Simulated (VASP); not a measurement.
# NiO: geometry relaxation (part 4 of 4)

The same run, continued: NiO (R-3m, 4 atoms in the cell); Kohn-Sham DFT of a periodic cell, PBE, VASP PAW PBE potentials, recommended, spin-polarised (VASP 6.6.1); cutoff 520 eV, 3×3×3 k-mesh, Gaussian smearing of 0.02 eV, collinear spins. The structure was built on a prototype by a generator; it need not be a known phase.

Geometry of the input (Å; fractional positions):
```
0.0000  1.6606  4.6616
-1.4381  -0.8303  4.6616
1.4381  -0.8303  4.6616
Ni 0.5000  -0.5000  0.5000
Ni 1.0000  -0.0000  1.0000
O  0.2500  0.2500  0.2500
O  0.7500  0.7500  0.7500
```

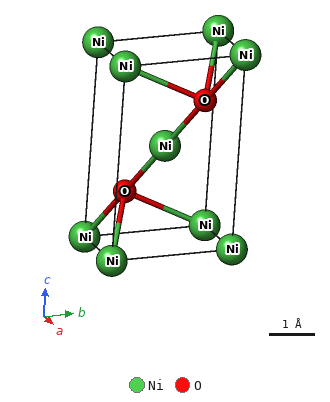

Figure 1. The structure as given in the input (ball-and-stick view of the reduced cell, seen slightly off an axis).

### POSCAR
```
NiO
1.0
    0.0000000000      1.6606214600      4.6616119200
   -1.4381403700     -0.8303107300      4.6616119200
    1.4381403700     -0.8303107300      4.6616119200
Ni O
2 2
Direct
    0.5000000000     -0.5000000000      0.5000000000
    1.0000000000      0.0000000000      1.0000000000
    0.2500000000      0.2500000000      0.2500000000
    0.7500000000      0.7500000000      0.7500000000
```

Run as:
```bash
cat potpaw_PBE.64/Ni/POTCAR potpaw_PBE.64/O/POTCAR > POTCAR
mpirun -np 1 vasp_std > vasp.out
```

### Results in brief

```json
{"quantity": "outcome", "value": "converged"}
{"quantity": "space group (tolerance 0.01 Å)", "value": "R-3m (166)"}
{"quantity": "electrons treated", "value": "32"}
{"quantity": "free energy", "value": "−23.4939 eV"}
{"quantity": "Fermi energy", "value": "7.240 eV"}
{"quantity": "gap on the k-point mesh", "value": "1.34 eV"}
{"quantity": "net moment of the cell", "value": "0.00 μB"}
{"quantity": "pressure", "value": "0.00 GPa"}
{"quantity": "final volume", "value": "36.70 Å³"}
{"quantity": "largest force (length of the vector) at the end", "value": "under 0.001 eV/Å"}
{"quantity": "final cell", "value": "a = 5.116 Å, b = 5.116 Å, c = 5.116 Å, α = 33.69°, β = 33.69°, γ = 33.69°"}
{"quantity": "hardware", "value": "1 thread of Intel Xeon (Granite Rapids), 176 GiB of memory available, shared host"}
{"quantity": "wall time", "value": "1.8 min"}
{"quantity": "peak memory", "value": "0.27 GiB"}
```

### Notes

Semilocal DFT without U tends to delocalise the d electrons of such compounds and to underestimate the gap. The k-point mesh is coarse for a cell of this size, so the results may not be converged. The volume changed by more than 5 % on the plane waves of the start, so the result carries a basis error; a second relaxation from the end is advised.
